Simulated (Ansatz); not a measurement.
## Electronic structure of Ga$_{4}$AsP$_{3}$ in real space

```
Ga P As
1.0
     3.93467    0.00000    0.00000
     0.00000    3.93467    0.00000
     0.00000    0.00000   11.12960
Ga P As
4 3 1
Direct
  0.50000 0.00000 0.63204
  0.00000 0.50000 0.87743
  0.50000 0.00000 0.12257
  0.00000 0.50000 0.36796
  0.00000 0.00000 0.00000
  0.50000 0.50000 0.24534
  0.50000 0.50000 0.75466
  0.00000 0.00000 0.50000
```

Space group P-4m2; a structure generated by program, which may or may not match a known phase.

These are results of DFT PBE, scalar-relativistic, plane waves, PAW in Ansatz 0.2.0, not measurements.

In a PAW calculation such maps are meaningful between the atoms, not at the nuclei.

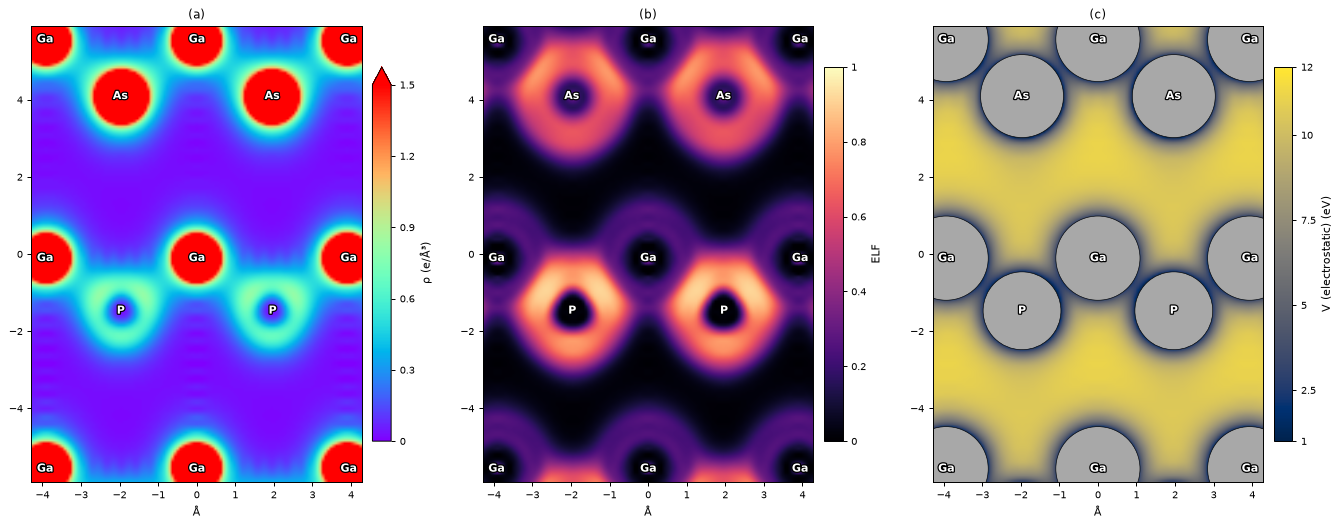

Figure 1. (a) valence charge density (pseudo); (b) ELF; (c) electrostatic potential (local pseudopotential plus Hartree) felt by an electron on the (010) plane of the conventional cell. Grey discs cover the atomic cores in the potential map.

> Describe what can be read from this map.

- The plane passes through Ga, P and As nuclei.
- Ga–P (2.39 Å): ρ at the midpoint is about 0.52 e/Å³; the ELF peaks at about 0.90 in the valence shell of P, 0.9 Å from its nucleus, and is about 0.75 at the midpoint.
- Ga–As (2.46 Å): ρ is about 0.49 e/Å³ halfway; the ELF peaks at about 0.80 between the atoms, as expected for a covalent bond.
- The density dies away to nearly zero in the voids.
- Outside the cores the potential energy rises away from the atoms and is highest about 2.4 Å from the nearest atoms; its zero is arbitrary.

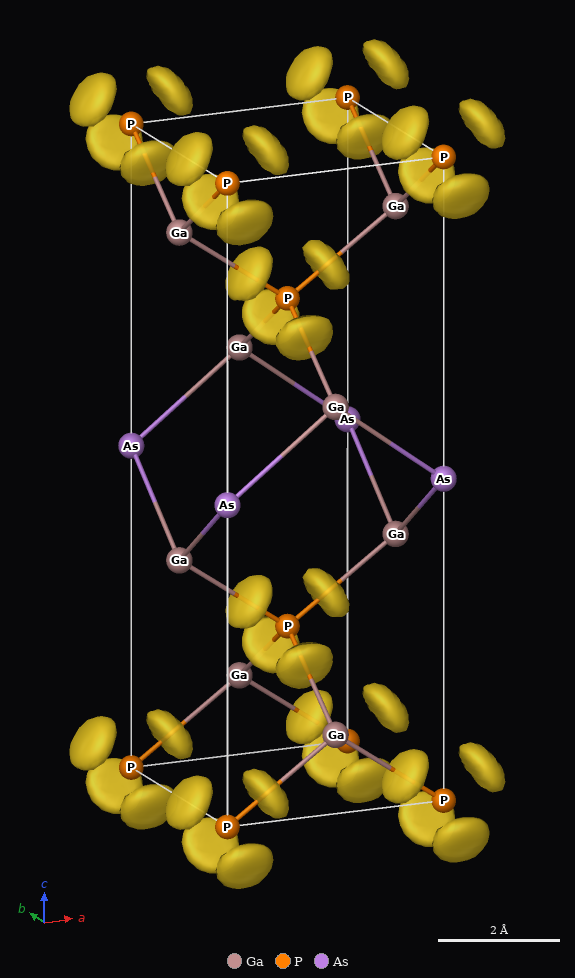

Figure 2. Isosurface of the electron localisation function at 0.85 (yellow), seen slightly off an axis. Core shells and regions of very low density are left out. Sticks mark near contacts.

> What do the ELF domains correspond to?

The surface consists of twelve lobes of the valence shell of P pointing towards Ga (polar bonds), counted in one cell of 8 atoms. Any copies at cell faces, edges or corners count once.

> What Bader charges does the calculation give?

Electrons move from Ga towards P and As. Bader charges: Ga +0.76 to +0.84, P −0.83 and As −0.69 e.

> Does the calculation make it a metal, or give it a gap?

It is gapped, with a Kohn–Sham gap of 1.2 eV on the k-point mesh, an upper bound to the gap of this method.
